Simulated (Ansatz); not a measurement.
**TiO$_{2}$: geometry relaxation (part 3 of 3)**

TiO$_{2}$ (slab, 18 atoms in the cell); DFT PBE+D3(BJ), scalar-relativistic, plane waves, PAW, no spin polarisation (Ansatz 0.2.0); cutoff 420 eV, 9×4×1 k-mesh, Gaussian smearing of 0.05 eV. The structure derives from an entry of the Crystallography Open Database. The input holds or restrains some coordinates. Forces given for the steps count only the free coordinates.

Geometry of the input (Å; fractional positions):
```
2.9543  0.0000  0.0000
0.0000  6.5169  0.0000
0.0000  0.0000  26.0666
O  0.0000  0.0000  0.3261
Ti 0.0000  0.5000  0.3750
Ti 0.5000  0.0000  0.3750
O  0.5000  0.3044  0.3750
O  0.5000  0.6956  0.3750
O  0.0000  0.0000  0.4239
O  0.0000  0.5000  0.4511
Ti 0.0000  0.0000  0.5000
Ti 0.5000  0.5000  0.5000
O  0.5000  0.8044  0.5000
O  0.5000  0.1956  0.5000
O  0.0000  0.5000  0.5489
O  0.0000  0.0000  0.5761
Ti 0.0000  0.5000  0.6250
Ti 0.5000  0.0000  0.6250
O  0.5000  0.3044  0.6250
O  0.5000  0.6956  0.6250
O  0.0000  0.0000  0.6739
```

Output, continued
```
  k-point 1: bands = ["-58.7465", "-58.4309", "-58.1478", "-57.7644", "-57.2531", "-56.8294", "-35.0591", "-34.9520", "-34.7827", "-34.7482", "-34.6098", "-34.5870", "-34.5144", "-34.3953", "-34.2106", "-34.0527", "-33.9143", "-33.9044", "-33.5515", "-33.5294", "-33.3074", "-33.2384", "-33.0592", "-32.8384", "-19.4999", "-19.0481", "-18.7516", "-18.5357", "-18.3571", "-18.0558", "-17.8181", "-17.6445", "-17.4758", "-17.3382", "-16.7360", "-15.7506", "-7.0812", "-6.6530", "-6.3623", "-6.3135", "-5.7506", "-5.6499", "-5.3660", "-5.2244", "-5.0339", "-4.9698", "-4.7263", "-4.6738", "-4.6071", "-4.3128", "-4.1753", "-4.1169", "-3.8990", "-3.7829", "-3.6827", "-3.5446", "-3.5424", "-3.4706", "-3.1778", "-2.9518", "-2.8986", "-2.6985", "-2.6483", "-2.5938", "-2.2705", "-2.0173", "-1.7593", "-1.7568", "-1.3616", "-1.0205", "-0.9329", "-0.8695", "0.2425", "0.6755", "0.6949", "1.0928", "1.2502", "1.3155", "1.4003", "1.6411", "1.7990", "2.0236", "2.1391", "2.2976", "2.4553", "2.4941", "2.6085", "2.6362", "2.7164", "3.1454"]
  k-point 2: bands = ["-58.7465", "-58.4309", "-58.1478", "-57.7644", "-57.2531", "-56.8294", "-35.0591", "-34.9502", "-34.7827", "-34.7482", "-34.6098", "-34.5808", "-34.5144", "-34.3923", "-34.2106", "-34.0599", "-33.9143", "-33.9044", "-33.5552", "-33.5294", "-33.3075", "-33.2412", "-33.0592", "-32.8384", "-19.4561", "-18.9127", "-18.6296", "-18.4850", "-18.3288", "-18.2377", "-17.9774", "-17.8139", "-17.4527", "-17.3123", "-16.7336", "-15.7486", "-7.0769", "-6.2711", "-6.0599", "-5.9179", "-5.6497", "-5.5221", "-5.3270", "-5.2219", "-4.9365", "-4.8721", "-4.6718", "-4.6136", "-4.5807", "-4.4537", "-4.4525", "-4.3140", "-4.2745", "-4.1724", "-3.8204", "-3.6551", "-3.6133", "-3.5011", "-3.3399", "-3.0414", "-2.9383", "-2.8754", "-2.7086", "-2.5435", "-2.2028", "-2.0611", "-2.0438", "-1.7826", "-1.4882", "-1.0585", "-0.9407", "-0.8931", "0.2532", "0.6739", "0.8499", "1.3536", "1.4749", "1.5349", "1.5890", "1.6081", "1.9001", "2.0566", "2.1482", "2.3752", "2.5219", "2.5364", "2.6184", "2.7342", "2.8208", "2.9876"]
  k-point 14: bands = ["-58.7071", "-58.3903", "-58.1071", "-57.7259", "-57.2108", "-56.7896", "-35.2195", "-35.0813", "-34.9995", "-34.8479", "-34.6753", "-34.6258", "-34.5611", "-34.4877", "-34.3014", "-34.2897", "-33.9603", "-33.8835", "-33.7906", "-33.5164", "-33.4269", "-33.2798", "-33.2034", "-32.9562", "-18.8781", "-18.6430", "-18.4829", "-18.2207", "-18.1931", "-17.9632", "-17.7036", "-17.5326", "-17.2916", "-17.0288", "-16.7045", "-15.6830", "-6.4684", "-6.3401", "-6.1470", "-5.8517", "-5.8233", "-5.6518", "-5.4283", "-5.3567", "-5.3064", "-5.2684", "-4.8574", "-4.6268", "-4.4803", "-4.4371", "-4.3808", "-4.2238", "-3.8731", "-3.7749", "-3.7748", "-3.7208", "-3.6594", "-3.3577", "-3.2970", "-3.2603", "-3.0719", "-2.9713", "-2.7674", "-2.6307", "-2.4000", "-2.1803", "-2.1579", "-1.9861", "-1.8886", "-1.7782", "-1.2208", "-1.0470", "0.2827", "0.7981", "0.8339", "1.2696", "1.3093", "1.3523", "1.5354", "1.8275", "1.9200", "2.1783", "2.2044", "2.3711", "2.5776", "2.6577", "2.9105", "2.9241", "2.9409", "3.1712"]
--- Relaxed structure (7 steps of the walk, 7 accepted, 0 SCFs on fresh bases) ---
  F+E_penalty+E_count = -21832.93261356 eV   max|allowed force component| = 3.949e-3 eV/Å
  atoms:
    - { symbol: O, position: [0.0, 0.0, 0.3260871966000001] }
    - { symbol: Ti, position: [0.0, 0.5, 0.3749948775] }
    - { symbol: Ti, position: [0.5, 0.0, 0.3749948775] }
    - { symbol: O, position: [0.5, 0.3043772929, 0.3749948775] }
    - { symbol: O, position: [0.5, 0.6956227071, 0.3749948775] }
    - { symbol: O, position: [0.0, 0.0, 0.4239025584000001] }
    - { symbol: O, position: [0.0, 0.5, 0.4510923191] }
    - { symbol: Ti, position: [0.0, 0.0, 0.5018088789036047] }
    - { symbol: Ti, position: [0.5, 0.5, 0.4981268280932293] }
    - { symbol: O, position: [0.5, 0.7978692218464245, 0.49970099313374455] }
    - { symbol: O, position: [0.5, 0.2021307781535756, 0.49970099313374455] }
    - { symbol: O, position: [0.0, 0.5, 0.5491089072216667] }
    - { symbol: O, position: [0.0, 0.0, 0.5745809774276683] }
    - { symbol: Ti, position: [0.0, 0.5, 0.6191073704575656] }
    - { symbol: Ti, position: [0.5, 0.0, 0.6311853521390828] }
    - { symbol: O, position: [0.5, 0.3134592336165255, 0.6312782261826387] }
    - { symbol: O, position: [0.5, 0.6865407663834745, 0.6312782261826387] }
    - { symbol: O, position: [0.0, 0.0, 0.6726896528644477] }
```

Trajectory as extended XYZ (Å, eV, eV/Å), 7 frames, from step=1 to step=7
```
18
Lattice="2.9543 0.0000 0.0000 0.0000 6.5169 0.0000 0.0000 0.0000 26.0666" Properties=species:S:1:pos:R:3:forces:R:3 step=1 energy=-21832.05463
O     0.0000    0.0000    8.5000    0.0000   0.0000   1.9040
Ti    0.0000    3.2585    9.7749    0.0000   0.0000   2.7764
Ti    1.4771    0.0000    9.7749    0.0000   0.0000  -3.3622
O     1.4771    1.9836    9.7749    0.0000   1.8805  -0.7903
O     1.4771    4.5333    9.7749    0.0000  -1.8805  -0.7903
O     0.0000    0.0000   11.0497    0.0000   0.0000   1.5304
O     0.0000    3.2585   11.7585    0.0000   0.0000  -1.0565
Ti    0.0000    0.0000   13.0333    0.0000   0.0000   0.0000
Ti    1.4771    3.2585   13.0333    0.0000   0.0000   0.0000
O     1.4771    5.2421   13.0333    0.0000  -0.7167   0.0000
O     1.4771    1.2749   13.0333    0.0000   0.7167   0.0000
O     0.0000    3.2585   14.3082    0.0000   0.0000   1.0565
O     0.0000    0.0000   15.0169    0.0000   0.0000  -1.5304
Ti    0.0000    3.2585   16.2918    0.0000   0.0000  -2.7764
Ti    1.4771    0.0000   16.2918    0.0000   0.0000   3.3622
O     1.4771    1.9836   16.2918    0.0000   1.8805   0.7903
O     1.4771    4.5333   16.2918    0.0000  -1.8805   0.7903
O     0.0000    0.0000   17.5666    0.0000   0.0000  -1.9040
18
Lattice="2.9543 0.0000 0.0000 0.0000 6.5169 0.0000 0.0000 0.0000 26.0666" Properties=species:S:1:pos:R:3:forces:R:3 step=2 energy=-21832.62428
O     0.0000    0.0000    8.5000    0.0000   0.0000   1.8986
Ti    0.0000    3.2585    9.7749    0.0000   0.0000   2.7603
Ti    1.4771    0.0000    9.7749    0.0000   0.0000  -3.3547
O     1.4771    1.9836    9.7749    0.0000   1.8834  -0.7882
O     1.4771    4.5333    9.7749    0.0000  -1.8834  -0.7882
O     0.0000    0.0000   11.0497    0.0000   0.0000   1.5261
O     0.0000    3.2585   11.7585    0.0000   0.0000  -1.2251
Ti    0.0000    0.0000   13.0341    0.0000   0.0000   0.4241
Ti    1.4771    3.2585   13.0243    0.0000   0.0000  -0.3088
O     1.4771    5.2275   13.0311    0.0000  -0.4141  -0.0196
O     1.4771    1.2895   13.0311    0.0000   0.4141  -0.0196
O     0.0000    3.2585   14.2890    0.0000   0.0000   1.0307
O     0.0000    0.0000   15.0199    0.0000   0.0000  -1.3411
Ti    0.0000    3.2585   16.2098    0.0000   0.0000  -1.5587
Ti    1.4771    0.0000   16.3572    0.0000   0.0000   2.3156
O     1.4771    2.0224   16.3713    0.0000   0.7057   0.3756
O     1.4771    4.4945   16.3713    0.0000  -0.7057   0.3756
O     0.0000    0.0000   17.5559    0.0000   0.0000  -1.3027
18
Lattice="2.9543 0.0000 0.0000 0.0000 6.5169 0.0000 0.0000 0.0000 26.0666" Properties=species:S:1:pos:R:3:forces:R:3 step=3 energy=-21832.90678
O     0.0000    0.0000    8.5000    0.0000   0.0000   1.8424
Ti    0.0000    3.2585    9.7749    0.0000   0.0000   2.5951
Ti    1.4771    0.0000    9.7749    0.0000   0.0000  -3.2040
O     1.4771    1.9836    9.7749    0.0000   1.9432  -0.7761
O     1.4771    4.5333    9.7749    0.0000  -1.9432  -0.7761
O     0.0000    0.0000   11.0497    0.0000   0.0000   1.4965
O     0.0000    3.2585   11.7585    0.0000   0.0000  -1.0494
Ti    0.0000    0.0000   13.0563    0.0000   0.0000   0.4250
Ti    1.4771    3.2585   13.0096    0.0000   0.0000  -0.5477
O     1.4771    5.2038   13.0319    0.0000  -0.1629  -0.0646
O     1.4771    1.3131   13.0319    0.0000   0.1629  -0.0646
O     0.0000    3.2585   14.3137    0.0000   0.0000  -0.1745
O     0.0000    0.0000   14.9699    0.0000   0.0000  -0.1433
Ti    0.0000    3.2585   16.1268    0.0000   0.0000   0.6374
Ti    1.4771    0.0000   16.4468    0.0000   0.0000  -0.4901
O     1.4771    2.0479   16.4713    0.0000  -0.0027  -0.1266
O     1.4771    4.4690   16.4713    0.0000   0.0027  -0.1266
O     0.0000    0.0000   17.5012    0.0000   0.0000   0.5458
18
Lattice="2.9543 0.0000 0.0000 0.0000 6.5169 0.0000 0.0000 0.0000 26.0666" Properties=species:S:1:pos:R:3:forces:R:3 step=4 energy=-21832.92752
O     0.0000    0.0000    8.5000    0.0000   0.0000   1.8289
Ti    0.0000    3.2585    9.7749    0.0000   0.0000   2.5195
Ti    1.4771    0.0000    9.7749    0.0000   0.0000  -3.1375
O     1.4771    1.9836    9.7749    0.0000   1.9665  -0.7714
O     1.4771    4.5333    9.7749    0.0000  -1.9665  -0.7714
O     0.0000    0.0000   11.0497    0.0000   0.0000   1.5508
O     0.0000    3.2585   11.7585    0.0000   0.0000  -1.2436
Ti    0.0000    0.0000   13.0699    0.0000   0.0000   0.1122
Ti    1.4771    3.2585   12.9898    0.0000   0.0000  -0.0331
O     1.4771    5.1958   13.0252    0.0000   0.1474  -0.0153
O     1.4771    1.3211   13.0252    0.0000  -0.1474  -0.0153
O     0.0000    3.2585   14.3116    0.0000   0.0000   0.2660
O     0.0000    0.0000   14.9751    0.0000   0.0000   0.0728
Ti    0.0000    3.2585   16.1507    0.0000   0.0000  -0.2701
Ti    1.4771    0.0000   16.4549    0.0000   0.0000  -0.0702
O     1.4771    2.0510   16.4691    0.0000  -0.2151   0.0056
O     1.4771    4.4660   16.4691    0.0000   0.2151   0.0056
O     0.0000    0.0000   17.5378    0.0000   0.0000  -0.0337
18
Lattice="2.9543 0.0000 0.0000 0.0000 6.5169 0.0000 0.0000 0.0000 26.0666" Properties=species:S:1:pos:R:3:forces:R:3 step=5 energy=-21832.93221
O     0.0000    0.0000    8.5000    0.0000   0.0000   1.8126
Ti    0.0000    3.2585    9.7749    0.0000   0.0000   2.4601
Ti    1.4771    0.0000    9.7749    0.0000   0.0000  -3.0867
O     1.4771    1.9836    9.7749    0.0000   1.9857  -0.7663
O     1.4771    4.5333    9.7749    0.0000  -1.9857  -0.7663
O     0.0000    0.0000   11.0497    0.0000   0.0000   1.5244
O     0.0000    3.2585   11.7585    0.0000   0.0000  -1.2058
Ti    0.0000    0.0000   13.0762    0.0000   0.0000   0.0719
Ti    1.4771    3.2585   12.9852    0.0000   0.0000   0.0321
O     1.4771    5.2000   13.0230    0.0000  -0.0029   0.0023
O     1.4771    1.3169   13.0230    0.0000   0.0029   0.0023
O     0.0000    3.2585   14.3150    0.0000   0.0000  -0.0038
O     0.0000    0.0000   14.9777    0.0000   0.0000  -0.0497
Ti    0.0000    3.2585   16.1422    0.0000   0.0000  -0.0047
Ti    1.4771    0.0000   16.4520    0.0000   0.0000   0.0252
O     1.4771    2.0446   16.4629    0.0000  -0.0332  -0.0221
O     1.4771    4.4723   16.4629    0.0000   0.0332  -0.0221
O     0.0000    0.0000   17.5341    0.0000   0.0000  -0.0040
18
Lattice="2.9543 0.0000 0.0000 0.0000 6.5169 0.0000 0.0000 0.0000 26.0666" Properties=species:S:1:pos:R:3:forces:R:3 step=6 energy=-21832.93231
O     0.0000    0.0000    8.5000    0.0000   0.0000   1.8064
Ti    0.0000    3.2585    9.7749    0.0000   0.0000   2.4404
Ti    1.4771    0.0000    9.7749    0.0000   0.0000  -3.0633
O     1.4771    1.9836    9.7749    0.0000   1.9927  -0.7644
O     1.4771    4.5333    9.7749    0.0000  -1.9927  -0.7644
O     0.0000    0.0000   11.0497    0.0000   0.0000   1.5588
O     0.0000    3.2585   11.7585    0.0000   0.0000  -1.1669
Ti    0.0000    0.0000   13.0829    0.0000   0.0000  -0.0622
Ti    1.4771    3.2585   12.9861    0.0000   0.0000  -0.0693
O     1.4771    5.1999   13.0249    0.0000  -0.0011   0.0179
O     1.4771    1.3170   13.0249    0.0000   0.0011   0.0179
O     0.0000    3.2585   14.3131    0.0000   0.0000   0.0794
O     0.0000    0.0000   14.9785    0.0000   0.0000   0.0677
Ti    0.0000    3.2585   16.1395    0.0000   0.0000  -0.0512
Ti    1.4771    0.0000   16.4584    0.0000   0.0000  -0.0491
O     1.4771    2.0425   16.4567    0.0000   0.0041   0.0070
O     1.4771    4.4745   16.4567    0.0000  -0.0041   0.0070
O     0.0000    0.0000   17.5405    0.0000   0.0000  -0.0119
18
Lattice="2.9543 0.0000 0.0000 0.0000 6.5169 0.0000 0.0000 0.0000 26.0666" Properties=species:S:1:pos:R:3:forces:R:3 step=7 energy=-21832.93261
O     0.0000    0.0000    8.5000    0.0000   0.0000   1.8079
Ti    0.0000    3.2585    9.7749    0.0000   0.0000   2.4436
Ti    1.4771    0.0000    9.7749    0.0000   0.0000  -3.0700
O     1.4771    1.9836    9.7749    0.0000   1.9911  -0.7646
O     1.4771    4.5333    9.7749    0.0000  -1.9911  -0.7646
O     0.0000    0.0000   11.0497    0.0000   0.0000   1.5433
O     0.0000    3.2585   11.7585    0.0000   0.0000  -1.1969
Ti    0.0000    0.0000   13.0805    0.0000   0.0000  -0.0039
Ti    1.4771    3.2585   12.9845    0.0000   0.0000  -0.0007
O     1.4771    5.1997   13.0255    0.0000   0.0020   0.0001
O     1.4771    1.3173   13.0255    0.0000  -0.0020   0.0001
O     0.0000    3.2585   14.3134    0.0000   0.0000   0.0024
O     0.0000    0.0000   14.9774    0.0000   0.0000  -0.0038
Ti    0.0000    3.2585   16.1381    0.0000   0.0000  -0.0006
Ti    1.4771    0.0000   16.4529    0.0000   0.0000   0.0035
O     1.4771    2.0428   16.4553    0.0000  -0.0032   0.0012
O     1.4771    4.4741   16.4553    0.0000   0.0032   0.0012
O     0.0000    0.0000   17.5348    0.0000   0.0000   0.0020
```

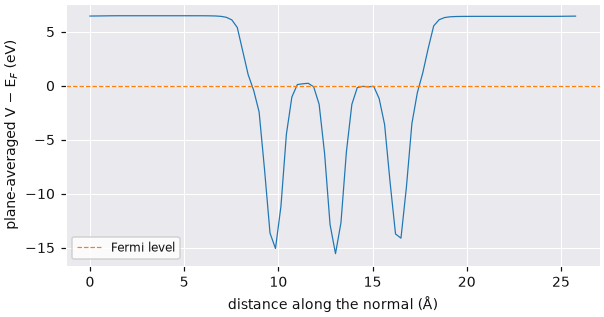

Fig. 1: Plane average of the electrostatic potential energy of an electron across the cell, from the Fermi level. The vacuum level lies 6.43 eV above the Fermi level on the upper side and 6.48 eV on the lower.

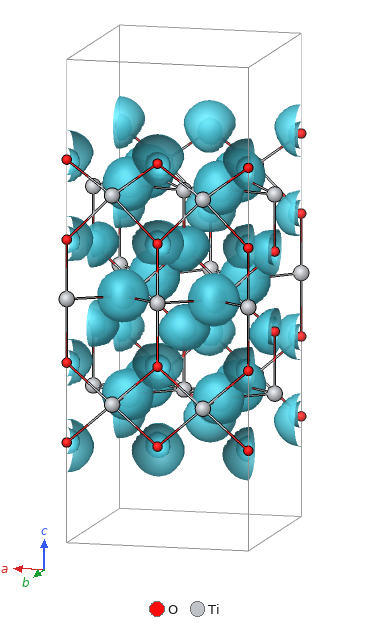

Fig. 2: Isosurface of the electron localisation function at 0.75 (cyan), seen at an oblique angle. Core shells and regions of very low density are left out. Sticks mark near contacts. Values along the shortest contacts: Ti–O (1.82 Å): the ELF is about 0.30 at the midpoint. Ti–O (1.90 Å): the ELF is about 0.25 at the midpoint. The fields are those of the smooth PAW valence density.

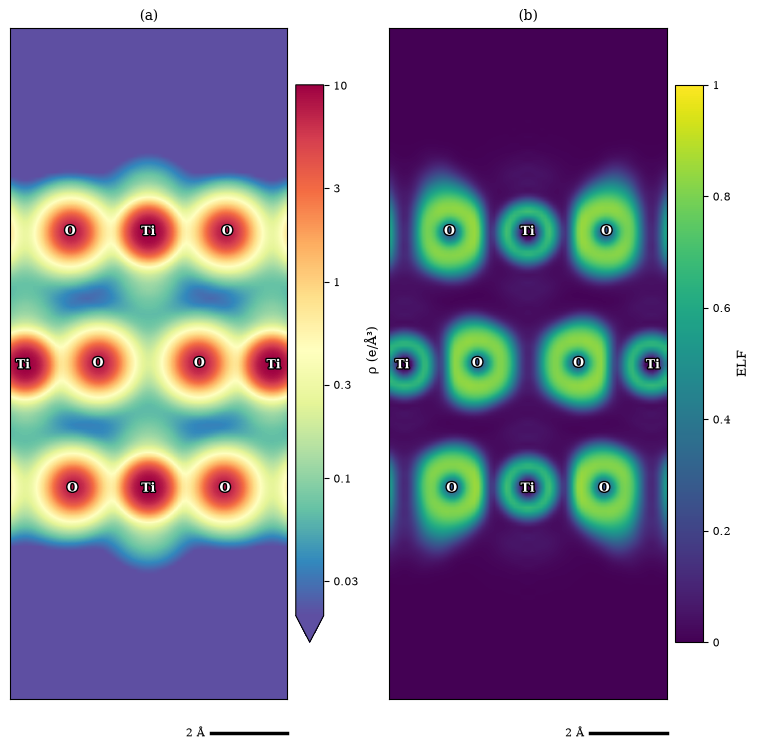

Fig. 3: (a) valence electron density; (b) ELF on the (100) plane of the calculation cell, a cut from vacuum to vacuum. Atoms in the plane: Ti and O. Ti–O (1.94 Å): ρ at the midpoint is about 0.72 e/Å³; the ELF is about 0.20 at the midpoint. Ti–O (1.98 Å): ρ at the midpoint is about 0.62 e/Å³; the ELF is about 0.20 at the midpoint. Ti–O (2.04 Å): ρ at the midpoint is about 0.55 e/Å³; the ELF is about 0.15 at the midpoint. The density dies away to nearly zero in the vacuum. The strong features right at Ti lie inside the PAW spheres (semicore, d or f shells) and say nothing about bonding.

Summary

- outcome: converged under the restraints of the input
- electrons treated: 144
- free energy: −21832.9326 eV
- work function, top face: 6.43 eV
- work function, bottom face: 6.48 eV
- Fermi energy: −0.273 eV
- gap on the k-point mesh: 0.97 eV
- final volume: 501.85 Å³
- work function (upper face): 6.43 eV
- largest force (length of the vector) at the end, held atoms and coordinates included: 3.070 eV/Å
- hardware: 4 threads of Intel Xeon (Granite Rapids), 32 GiB of memory available, shared host
- wall time: 77 s (CPU time 5 min)
- peak memory: 1.5 GiB

Notes

Warnings of the run: the exchange-correlation potential is rough where the density is thin.
